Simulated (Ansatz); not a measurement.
Consider H₃Ru₂₈O (slab).

```xyz
32
Lattice="5.4120 0.0000 0.0000 2.7060 4.6869 0.0000 0.0000 0.0000 30.2460" Properties=species:S:1:pos:R:3 pbc="T T T"
Ru    0.0077    0.0045    8.6900
Ru    1.3530    0.7812   10.7546
Ru    0.0027    0.0015   12.9081
Ru    1.3530    0.7812   15.0976
Ru    8.1139    4.6845   17.2263
Ru    1.3530    0.7812   19.3378
Ru    8.0430    4.6436   21.4919
Ru    1.3530    2.3346    8.6900
Ru    2.7070    3.1240   10.7594
Ru    1.3530    2.3404   12.9081
Ru    2.7101    3.1222   15.0698
Ru    6.7650    2.3482   17.2263
Ru    2.6926    3.1324   19.3789
Ru    6.7650    2.4301   21.4919
Ru    2.6983    0.0045    8.6900
Ru    4.0590    0.7823   10.7594
Ru    2.7033    0.0015   12.9081
Ru    4.0590    0.7859   15.0698
Ru    5.4161    4.6845   17.2263
Ru    4.0590    0.7657   19.3789
Ru    5.4871    4.6436   21.4919
Ru    4.0590    2.3435    8.6897
Ru    5.4110    3.1240   10.7594
Ru    4.0590    2.3435   12.9096
Ru    5.4079    3.1222   15.0698
Ru    4.0590    2.3435   17.2157
Ru    5.4254    3.1324   19.3789
Ru    4.0590    2.3435   21.7354
O     1.3530    0.7812   22.6455
H     4.8878    1.8650   23.0060
H     4.0590    3.3004   23.0060
H     3.2302    1.8650   23.0060
```

Computed without spin polarisation.

These are results of DFT PBE, scalar-relativistic, plane waves, PAW (Ansatz), not measurements.

Question: What will maps of the valence pseudo-density and electron localisation function show?

Answer: Ru–H (1.59 Å): the density is about 2.1 e/Å³ at the midpoint; the ELF climbs to about 1 towards the hydrogen.
Ru–O (2.01 Å): ρ is about 0.84 e/Å³ halfway; the ELF peaks at about 0.80 in the valence shell of O, 0.6 Å from its nucleus, and drops to about 0.20 between the two atoms: no localised pair shows between them.
Ru–Ru (2.58 Å): ρ at the midpoint is about 0.49 e/Å³; the ELF is about 0.35 at the midpoint.
Ru–Ru (2.58 Å): the density is about 0.49 e/Å³ at the midpoint; the ELF is about 0.35 at the midpoint.

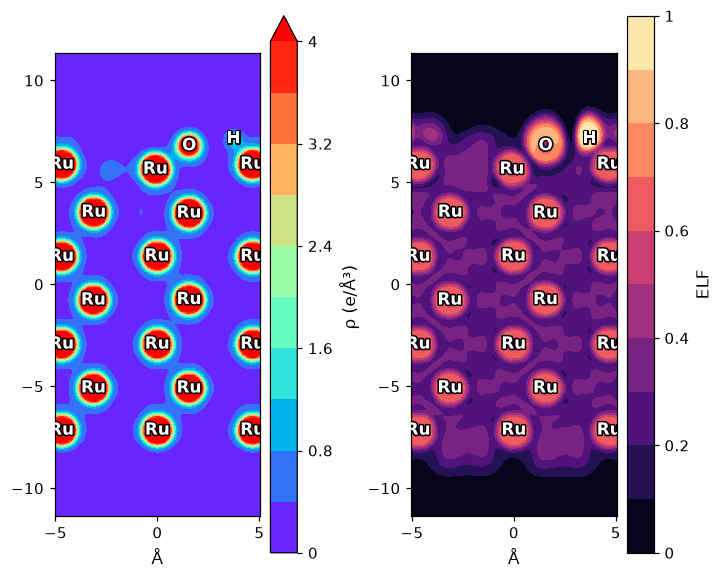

Computed valence pseudo-density and electron localisation function on the (11̄0) plane of the calculation cell, a cut from vacuum to vacuum, in this order. 
